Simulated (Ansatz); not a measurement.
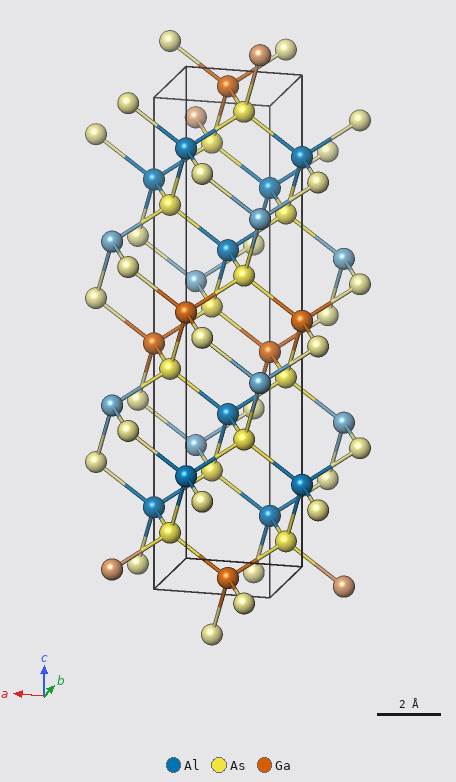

Figure 1. The input geometry (ball-and-stick view of the cell 2 times as large as that of the calculation, set on its symmetry axes, seen at an oblique angle; neighbours outside the cell are drawn fainter). An atom can appear more than once, as a periodic image.

Geometry relaxation, with input and output: Al$_{2}$GaAs$_{3}$ (part 1 of 2)

The run: geometry relaxation of Al$_{2}$GaAs$_{3}$ (I-4m2, 6 atoms in the cell). Method and program: DFT, PBE, plane waves, PAW, no spin polarisation (Ansatz 0.2.0).

The structure was built on a prototype by a generator; it need not be a known phase.

### Log
```
basis.fft_grid_basis auto: the FFT boxes are laid along the combinations [[1, 0, 1], [0, 1, 1], [0, 0, 1]] of the cell's own vectors, 3.851, 3.851 and 8.610 Å long. The dense box has 27×27×60 points. Along the cell's own vectors, as sized, it would have 60×60×60, 4.94 times as many. Of the 8 symmetry operations that the crystal satisfies within crystal.symmetry.tolerance (time reversal apart; of a slab, those that keep its plane) the dense box along the cell's own vectors carries 8, and the one as laid loses 6 of those. basis.fft_grid_basis: typed keeps the cell's own vectors: state it where this run's energies or levels are differenced outside the engine with another run's, or held beside a run that keeps those vectors.
Engine: ansatz 0.2.0, x86_64-unknown-linux-gnu
Pseudopotentials: kind: paw
Pseudopotential: Al, paw, valence charge 3, recommended cutoff 420 eV (normal), Al.paw.azcp
Pseudopotential: As, paw, valence charge 15, recommended cutoff 420 eV (normal), As.paw.azcp
Pseudopotential: Ga, paw, valence charge 13, recommended cutoff 420 eV (normal), Ga.paw.azcp
Functional definition: PBE
  parameter kappa = 0.804
  parameter beta = 0.06672455060314922
  exchange = pbe_x(kappa = kappa, mu = beta*pi^2/3)
  correlation = pbe_c(beta = beta)
Crystal: 6 atoms, lattice volume = 121.118 Å³
Basis set: ecut = 420 eV, 2343 PW (Γ), FFT grids on a1+a3, a2+a3, a3, exchange–correlation on 54×54×120 points (8 copies of the dense FFT grid, shifted against one another)
Bands: 39, of which v1, the nominal top of the filled ones, is band 32 counted from 1 (31 counted from 0)
Symmetry: 8 space group operations
Space group: I-4m2 (ITA 119), of the structure as read, at distance tolerance 4.9e-5 Å
k-points: 59 of 512 (time reversal used)
Non-local potential: Al, projectors of the file, l = 0: 2, l = 1: 2, l = 2: 1
Non-local potential: As, projectors of the file, l = 0: 2, l = 1: 2, l = 2: 3, l = 3: 1
Non-local potential: Ga, projectors of the file, l = 0: 2, l = 1: 2, l = 2: 3, l = 3: 1
PAW form: soft (Blöchl's): semilocal exchange-correlation on the pseudo side does not see the compensation charge
PAW one-centre angular grid: Al, 110 points (default); XC on 64 Gauss nodes
PAW one-centre angular grid: As, 590 points (default); XC on 64 Gauss nodes
PAW one-centre angular grid: Ga, 590 points (default); XC on 64 Gauss nodes
Initial density: superposition of atomic densities (neutral atoms: chi_scale 0, normalization atom), corrected by the library's trained network
Initial wavefunctions: pseudopotential atomic-orbital guess
Functional: x = pbe(κ = 0.804, μ = 0.2195149727645171), c = pbe(β = 0.06672455060314922)
SCF iter   1: F=—  HF=-19428.294957 eV  |F-HF|=—  |Δ(HF+E_count)|=         —  Δρ=1.33e-3  dr2=3.73e-3  ethr=1.77e-3  ⟨swp⟩=7.1  Hψ=9596  notcnv=0  defer=1
preconditioner: auto → Resta (q_TF=auto, 2.453 Å⁻¹)  ε∞=3.7  [insulator: Δε(μ)=1.186 eV  Ē_g=12.053 eV  σ=0.020 eV  W_gap=1.00  n_scr=34 (ndim 8)  ℏωp=19.7 eV  f_vac=0.010  D(μ)=0.00/eV (n_scr^D=0)  ε∞_Penn≈3.7]
SCF iter   2: F=—  HF=-19428.292057 eV  |F-HF|=—  |Δ(HF+E_count)|=   2.90e-3  Δρ=7.87e-4  dr2=1.01e-3  ethr=5.82e-6  ⟨swp⟩=2.1  Hψ=4077  notcnv=0  defer=112
SCF iter   3: F=—  HF=-19428.291980 eV  |F-HF|=—  |Δ(HF+E_count)|=   7.72e-5  Δρ=3.77e-4  dr2=1.84e-4  ethr=1.58e-6  ⟨swp⟩=2.0  Hψ=3346  notcnv=0  defer=112
SCF iter   4: F=—  HF=-19428.291888 eV  |F-HF|=—  |Δ(HF+E_count)|=   9.22e-5  Δρ=1.38e-4  dr2=2.54e-5  ethr=2.87e-7  ⟨swp⟩=2.0  Hψ=3191  notcnv=0  defer=112
SCF iter   5: F=—  HF=-19428.291815 eV  |F-HF|=—  |Δ(HF+E_count)|=   7.31e-5  Δρ=3.85e-5  dr2=2.46e-6  ethr=3.97e-8  ⟨swp⟩=2.0  Hψ=4076  notcnv=0  defer=112
SCF iter   6: F=—  HF=-19428.291816 eV  |F-HF|=—  |Δ(HF+E_count)|=   1.42e-6  Δρ=1.61e-5  dr2=3.73e-7  ethr=3.84e-9  ⟨swp⟩=2.0  Hψ=4076  notcnv=0  defer=112
SCF iter   7: F=-19428.291816 eV  HF=-19428.291816 eV  |F-HF|=4.59e-8  |Δ(HF+E_count)|=   2.52e-7  Δρ=6.01e-6  dr2=3.32e-8  ethr=1.56e-10  ⟨swp⟩=4.7  Hψ=8575  notcnv=0
SCF 1 converged in 7 iterations: F = -19428.291816 eV  dr2 = 3.32e-8
  greatest PAW one-centre occupation: 0.999 electrons in one spin orbital (limit 2), on the As atom at site 3 (counted from 0), in its partial waves of l = 2
relax step   1: F+E_penalty+E_count = -19428.29181591 eV  Δ(F+E_penalty+E_count) = +0.000e0 eV  max|allowed force component| = 9.635e-2 eV/Å  Δτ_max = 0.0000 Å  P = +14.174 GPa  Ω = 121.118 Å³  (7 SCF iters, dr2 threshold 1.00e-7 eV, accepted)
Crystal: 6 atoms, lattice volume = 136.515 Å³
Basis set: ecut = 420 eV, 2625 PW (Γ), FFT grids on a1+a3, a2+a3, a3, exchange–correlation on 54×54×120 points (8 copies of the dense FFT grid, shifted against one another)
Initial density: handed on by an earlier stage of this run
Initial wavefunctions: those handed on with the density
iter 1 solved again at ethr=8.59e-5 eV; its pass at ethr=3.10e-3 eV (dr2=5.50e-2 eV) is discarded
SCF iter   1: F=—  HF=-19429.036840 eV  |F-HF|=—  |Δ(HF+E_count)|=         —  Δρ=5.21e-3  dr2=5.46e-2  ethr=8.59e-5  ⟨swp⟩=1.7  Hψ=13243  notcnv=0
preconditioner: auto → Resta (q_TF=auto, 2.405 Å⁻¹)  ε∞=3.6  [insulator: Δε(μ)=1.301 eV  Ē_g=11.533 eV  σ=0.020 eV  W_gap=1.00  n_scr=34 (ndim 8)  ℏωp=18.5 eV  f_vac=0.046  D(μ)=0.00/eV (n_scr^D=0)  ε∞_Penn≈3.6]
SCF iter   2: F=—  HF=-19429.029986 eV  |F-HF|=—  |Δ(HF+E_count)|=   6.85e-3  Δρ=3.23e-3  dr2=2.10e-2  ethr=8.54e-5  ⟨swp⟩=2.1  Hψ=2722  notcnv=0
SCF iter   3: F=—  HF=-19429.031576 eV  |F-HF|=—  |Δ(HF+E_count)|=   1.59e-3  Δρ=6.65e-4  dr2=8.15e-4  ethr=3.28e-5  ⟨swp⟩=2.5  Hψ=3652  notcnv=0
SCF iter   4: F=—  HF=-19429.031886 eV  |F-HF|=—  |Δ(HF+E_count)|=   3.10e-4  Δρ=3.85e-4  dr2=2.11e-4  ethr=1.27e-6  ⟨swp⟩=2.0  Hψ=4392  notcnv=0
SCF iter   5: F=—  HF=-19429.032240 eV  |F-HF|=—  |Δ(HF+E_count)|=   3.54e-4  Δρ=1.01e-4  dr2=2.69e-5  ethr=3.30e-7  ⟨swp⟩=2.0  Hψ=3609  notcnv=0
SCF iter   6: F=—  HF=-19429.032273 eV  |F-HF|=—  |Δ(HF+E_count)|=   3.28e-5  Δρ=3.29e-5  dr2=1.70e-6  ethr=4.20e-8  ⟨swp⟩=2.1  Hψ=4142  notcnv=0
SCF iter   7: F=—  HF=-19429.032275 eV  |F-HF|=—  |Δ(HF+E_count)|=   2.58e-6  Δρ=2.26e-5  dr2=5.75e-7  ethr=9.37e-10  ⟨swp⟩=5.0  Hψ=9205  notcnv=0
SCF iter   8: F=-19429.032275 eV  HF=-19429.032275 eV  |F-HF|=1.57e-8  |Δ(HF+E_count)|=   3.69e-7  Δρ=4.44e-6  dr2=3.13e-8  ethr=8.98e-10  ⟨swp⟩=5.0  Hψ=8015  notcnv=0
SCF 2 converged in 8 iterations: F = -19429.032275 eV  dr2 = 3.13e-8
relax step   2: F+E_penalty+E_count = -19429.03227507 eV  Δ(F+E_penalty+E_count) = -7.405e-1 eV  max|allowed force component| = 2.260e-2 eV/Å  Δτ_max = 0.0065 Å  P = +2.439 GPa  Ω = 136.515 Å³  energy of the carried Pulay correction = -3.493e-3 eV  (8 SCF iters, dr2 threshold 6.00e-7 eV, accepted)
Crystal: 6 atoms, lattice volume = 140.217 Å³
Basis set: ecut = 420 eV, 2785 PW (Γ), FFT grids on a1+a3, a2+a3, a3, exchange–correlation on 54×54×120 points (8 copies of the dense FFT grid, shifted against one another)
iter 1 solved again at ethr=3.83e-6 eV; its pass at ethr=3.10e-3 eV (dr2=2.45e-3 eV) is discarded
SCF iter   1: F=—  HF=-19429.065286 eV  |F-HF|=—  |Δ(HF+E_count)|=         —  Δρ=1.09e-3  dr2=2.41e-3  ethr=3.83e-6  ⟨swp⟩=2.9  Hψ=13132  notcnv=0
preconditioner: auto → Resta (q_TF=auto, 2.394 Å⁻¹)  ε∞=3.6  [insulator: Δε(μ)=1.162 eV  Ē_g=11.429 eV  σ=0.020 eV  W_gap=1.00  n_scr=34 (ndim 8)  ℏωp=18.3 eV  f_vac=0.029  D(μ)=0.00/eV (n_scr^D=0)  ε∞_Penn≈3.6]
SCF iter   2: F=—  HF=-19429.064941 eV  |F-HF|=—  |Δ(HF+E_count)|=   3.46e-4  Δρ=6.64e-4  dr2=9.03e-4  ethr=3.77e-6  ⟨swp⟩=1.3  Hψ=2756  notcnv=0
SCF iter   3: F=—  HF=-19429.064966 eV  |F-HF|=—  |Δ(HF+E_count)|=   2.50e-5  Δρ=1.47e-4  dr2=4.74e-5  ethr=1.41e-6  ⟨swp⟩=2.1  Hψ=4232  notcnv=0
SCF iter   4: F=—  HF=-19429.064983 eV  |F-HF|=—  |Δ(HF+E_count)|=   1.73e-5  Δρ=8.14e-5  dr2=9.52e-6  ethr=7.40e-8  ⟨swp⟩=2.0  Hψ=4189  notcnv=0
SCF iter   5: F=—  HF=-19429.064999 eV  |F-HF|=—  |Δ(HF+E_count)|=   1.66e-5  Δρ=2.53e-5  dr2=1.26e-6  ethr=1.49e-8  ⟨swp⟩=2.0  Hψ=3304  notcnv=0
SCF iter   6: F=-19429.065000 eV  HF=-19429.065000 eV  |F-HF|=8.87e-8  |Δ(HF+E_count)|=   8.46e-7  Δρ=1.23e-5  dr2=1.87e-7  ethr=9.37e-10  ⟨swp⟩=5.0  Hψ=9177  notcnv=0
SCF 3 converged in 6 iterations: F = -19429.065000 eV  dr2 = 1.87e-7
  greatest PAW one-centre occupation: 0.999 electrons in one spin orbital (limit 2), on the As atom at site 5 (counted from 0), in its partial waves of l = 2
relax step   3: F+E_penalty+E_count = -19429.06500021 eV  Δ(F+E_penalty+E_count) = -3.273e-2 eV  max|allowed force component| = 7.824e-3 eV/Å  Δτ_max = 0.0016 Å  P = +0.501 GPa  Ω = 140.217 Å³  energy of the carried Pulay correction = -4.272e-3 eV  (6 SCF iters, dr2 threshold 6.00e-7 eV, accepted)
Crystal: 6 atoms, lattice volume = 141.286 Å³
iter 1 solved again at ethr=3.80e-7 eV; its pass at ethr=3.10e-3 eV (dr2=2.43e-4 eV) is discarded
SCF iter   1: F=—  HF=-19429.066401 eV  |F-HF|=—  |Δ(HF+E_count)|=         —  Δρ=3.10e-4  dr2=1.96e-4  ethr=3.80e-7  ⟨swp⟩=3.6  Hψ=13036  notcnv=0
preconditioner: auto → Resta (q_TF=auto, 2.391 Å⁻¹)  ε∞=3.6  [insulator: Δε(μ)=1.117 eV  Ē_g=11.403 eV  σ=0.020 eV  W_gap=1.00  n_scr=34 (ndim 8)  ℏωp=18.2 eV  f_vac=0.027  D(μ)=0.00/eV (n_scr^D=0)  ε∞_Penn≈3.6]
SCF iter   2: F=—  HF=-19429.066415 eV  |F-HF|=—  |Δ(HF+E_count)|=   1.39e-5  Δρ=1.89e-4  dr2=7.50e-5  ethr=3.07e-7  ⟨swp⟩=1.0  Hψ=2301  notcnv=0
SCF iter   3: F=—  HF=-19429.066417 eV  |F-HF|=—  |Δ(HF+E_count)|=   2.58e-6  Δρ=3.75e-5  dr2=2.65e-6  ethr=1.17e-7  ⟨swp⟩=3.0  Hψ=3914  notcnv=0
SCF iter   4: F=—  HF=-19429.066418 eV  |F-HF|=—  |Δ(HF+E_count)|=   3.32e-7  Δρ=2.36e-5  dr2=7.89e-7  ethr=9.37e-10  ⟨swp⟩=5.0  Hψ=10078  notcnv=0
SCF iter   5: F=-19429.066419 eV  HF=-19429.066419 eV  |F-HF|=1.92e-9  |Δ(HF+E_count)|=   1.29e-6  Δρ=6.69e-6  dr2=1.09e-7  ethr=9.37e-10  ⟨swp⟩=5.0  Hψ=8504  notcnv=0
SCF 4 converged in 5 iterations: F = -19429.066419 eV  dr2 = 1.09e-7
relax step   4: F+E_penalty+E_count = -19429.06641896 eV  Δ(F+E_penalty+E_count) = -1.419e-3 eV  max|allowed force component| = 1.464e-3 eV/Å  Δτ_max = 0.0012 Å  P = -0.009 GPa  Ω = 141.286 Å³  energy of the carried Pulay correction = -4.493e-3 eV  (5 SCF iters, dr2 threshold 6.00e-7 eV, accepted)
Basis set: ecut = 420 eV, 2785 PW (Γ), FFT grids on a1+a3, a2+a3, a3, exchange–correlation on 60×60×128 points (8 copies of the dense FFT grid, shifted against one another)
Initial wavefunctions: pseudopotential atomic-orbital guess (no wavefunctions were taken with the density)
iter 1 solved again at ethr=1.70e-7 eV; its pass at ethr=3.10e-3 eV (dr2=1.09e-4 eV) is discarded
SCF iter   1: F=—  HF=-19429.063275 eV  |F-HF|=—  |Δ(HF+E_count)|=         —  Δρ=7.06e-4  dr2=2.34e-5  ethr=1.70e-7  ⟨swp⟩=3.0  Hψ=14503  notcnv=0
preconditioner: auto → Resta (q_TF=auto, 2.391 Å⁻¹)  ε∞=3.6  [insulator: Δε(μ)=1.119 eV  Ē_g=11.405 eV  σ=0.020 eV  W_gap=1.00  n_scr=34 (ndim 8)  ℏωp=18.2 eV  f_vac=0.026  D(μ)=0.00/eV (n_scr^D=0)  ε∞_Penn≈3.6]
SCF iter   2: F=—  HF=-19429.071602 eV  |F-HF|=—  |Δ(HF+E_count)|=   8.33e-3  Δρ=3.58e-4  dr2=5.68e-6  ethr=3.66e-8  ⟨swp⟩=2.9  Hψ=4244  notcnv=0
SCF iter   3: F=—  HF=-19429.074335 eV  |F-HF|=—  |Δ(HF+E_count)|=   2.73e-3  Δρ=6.46e-5  dr2=3.83e-7  ethr=8.88e-9  ⟨swp⟩=2.0  Hψ=3304  notcnv=0
SCF iter   4: F=—  HF=-19429.074422 eV  |F-HF|=—  |Δ(HF+E_count)|=   8.72e-5  Δρ=9.47e-6  dr2=7.10e-8  ethr=5.99e-10  ⟨swp⟩=2.0  Hψ=3304  notcnv=0
SCF iter   5: F=—  HF=-19429.074423 eV  |F-HF|=—  |Δ(HF+E_count)|=   4.52e-7  Δρ=2.59e-6  dr2=1.71e-8  ethr=1.11e-10  ⟨swp⟩=2.0  Hψ=3189  notcnv=0
SCF iter   6: F=—  HF=-19429.074423 eV  |F-HF|=—  |Δ(HF+E_count)|=   2.23e-8  Δρ=1.11e-6  dr2=3.88e-9  ethr=2.67e-11  ⟨swp⟩=2.0  Hψ=2938  notcnv=0
SCF iter   7: F=—  HF=-19429.074423 eV  |F-HF|=—  |Δ(HF+E_count)|=   6.03e-9  Δρ=3.39e-7  dr2=2.73e-10  ethr=6.06e-12  ⟨swp⟩=2.0  Hψ=3009  notcnv=0
SCF iter   8: F=-19429.074423 eV  HF=-19429.074423 eV  |F-HF|=6.91e-11  |Δ(HF+E_count)|=  3.17e-10  Δρ=1.31e-7  dr2=2.91e-11  ethr=1.00e-12  ⟨swp⟩=4.0  Hψ=8202  notcnv=0
SCF 5 converged in 8 iterations: F = -19429.074423 eV  dr2 = 2.91e-11
relax step   5: F+E_penalty+E_count = -19429.07442257 eV  Δ(F+E_penalty+E_count) = -8.004e-3 eV  max|allowed force component| = 1.513e-3 eV/Å  Δτ_max = 0.0000 Å  P = +0.061 GPa  Ω = 141.286 Å³  stress off target by 6.35e-2 GPa  SCF on the basis re-selected at this cell (its energy is not comparable with the rows above)  (8 SCF iters)
basis re-selected at this cell: Δ(F+E_penalty+E_count) = -8.004e-3 eV, ΔP = +0.071 GPa vs the last step (what re-selecting the basis moved, of the pressure what is left beyond the Pulay correction that the steps carried, after the strain that the cell walked since its last selection, with what the two solves' SCF thresholds leave and, on support functions, any second-order correction that the steps lacked; it is no measure of the basis error at this ecutwfc). The dense FFT grid was sized anew with the basis: this SCF ran on 30×30×64 points, the steps before it on 27×27×60, so part of this shift can come from that change (see relax.cell in the input reference). This SCF's stress stands 6.35e-2 GPa from its target on what of the cell is left free (relax.cell.stress_tol is 5.00e-2 GPa) and its largest allowed force component is 1.51e-3 eV/Å (relax.f_tol is 5.00e-3 eV/Å): not within both, so this SCF does not close the relaxation
Crystal: 6 atoms, lattice volume = 141.416 Å³
iter 1 solved again at ethr=5.02e-9 eV; its pass at ethr=3.10e-3 eV (dr2=3.21e-6 eV) is discarded
SCF iter   1: F=—  HF=-19429.074416 eV  |F-HF|=—  |Δ(HF+E_count)|=         —  Δρ=3.90e-5  dr2=3.02e-6  ethr=5.02e-9  ⟨swp⟩=2.1  Hψ=10336  notcnv=0
preconditioner: auto → Resta (q_TF=auto, 2.391 Å⁻¹)  ε∞=3.6  [insulator: Δε(μ)=1.113 eV  Ē_g=11.400 eV  σ=0.020 eV  W_gap=1.00  n_scr=34 (ndim 8)  ℏωp=18.2 eV  f_vac=0.026  D(μ)=0.00/eV (n_scr^D=0)  ε∞_Penn≈3.6]
SCF iter   2: F=—  HF=-19429.074424 eV  |F-HF|=—  |Δ(HF+E_count)|=   7.38e-6  Δρ=2.31e-5  dr2=1.07e-6  ethr=4.71e-9  ⟨swp⟩=1.0  Hψ=2303  notcnv=0
SCF iter   3: F=—  HF=-19429.074424 eV  |F-HF|=—  |Δ(HF+E_count)|=   5.92e-9  Δρ=4.92e-6  dr2=5.89e-8  ethr=1.67e-9  ⟨swp⟩=2.8  Hψ=3511  notcnv=0
SCF iter   4: F=-19429.074424 eV  HF=-19429.074424 eV  |F-HF|=1.15e-8  |Δ(HF+E_count)|=   1.16e-8  Δρ=2.43e-6  dr2=9.34e-9  ethr=1.57e-11  ⟨swp⟩=4.1  Hψ=8206  notcnv=0
SCF 6 converged in 4 iterations: F = -19429.074424 eV  dr2 = 9.34e-9
relax step   6: F+E_penalty+E_count = -19429.07442388 eV  Δ(F+E_penalty+E_count) = -1.313e-6 eV  max|allowed force component| = 5.162e-4 eV/Å  Δτ_max = 0.0002 Å  P = +0.001 GPa  Ω = 141.416 Å³  energy of the carried Pulay correction = -2.426e-5 eV  (4 SCF iters, dr2 threshold 1.01e-8 eV, accepted)
iter 1 solved again at ethr=1.39e-7 eV; its pass at ethr=3.10e-3 eV (dr2=8.87e-5 eV) is discarded
SCF iter   1: F=—  HF=-19429.074405 eV  |F-HF|=—  |Δ(HF+E_count)|=         —  Δρ=3.34e-5  dr2=4.64e-8  ethr=1.39e-7  ⟨swp⟩=3.0  Hψ=14527  notcnv=0
SCF iter   2: F=—  HF=-19429.074439 eV  |F-HF|=—  |Δ(HF+E_count)|=   3.38e-5  Δρ=1.69e-5  dr2=1.35e-8  ethr=7.26e-11  ⟨swp⟩=2.9  Hψ=4781  notcnv=0
SCF iter   3: F=—  HF=-19429.074448 eV  |F-HF|=—  |Δ(HF+E_count)|=   9.22e-6  Δρ=2.90e-6  dr2=1.96e-9  ethr=2.11e-11  ⟨swp⟩=2.0  Hψ=3300  notcnv=0
SCF iter   4: F=—  HF=-19429.074448 eV  |F-HF|=—  |Δ(HF+E_count)|=   2.52e-7  Δρ=5.07e-7  dr2=4.98e-10  ethr=3.06e-12  ⟨swp⟩=2.6  Hψ=4133  notcnv=0
SCF iter   5: F=—  HF=-19429.074448 eV  |F-HF|=—  |Δ(HF+E_count)|=   2.60e-9  Δρ=4.88e-7  dr2=1.50e-10  ethr=1.00e-12  ⟨swp⟩=2.0  Hψ=3299  notcnv=0
SCF iter   6: F=-19429.074448 eV  HF=-19429.074448 eV  |F-HF|=9.46e-11  |Δ(HF+E_count)|=   5.78e-9  Δρ=9.29e-8  dr2=8.80e-12  ethr=1.00e-12  ⟨swp⟩=4.0  Hψ=7316  notcnv=0
SCF 7 converged in 6 iterations: F = -19429.074448 eV  dr2 = 8.80e-12
relax step   7: F+E_penalty+E_count = -19429.07444819 eV  Δ(F+E_penalty+E_count) = -2.431e-5 eV  max|allowed force component| = 5.158e-4 eV/Å  Δτ_max = 0.0000 Å  P = +0.001 GPa  Ω = 141.416 Å³  stress off target by 2.32e-3 GPa  SCF on the basis re-selected at this cell (its energy is not comparable with the rows above)  (6 SCF iters)
```
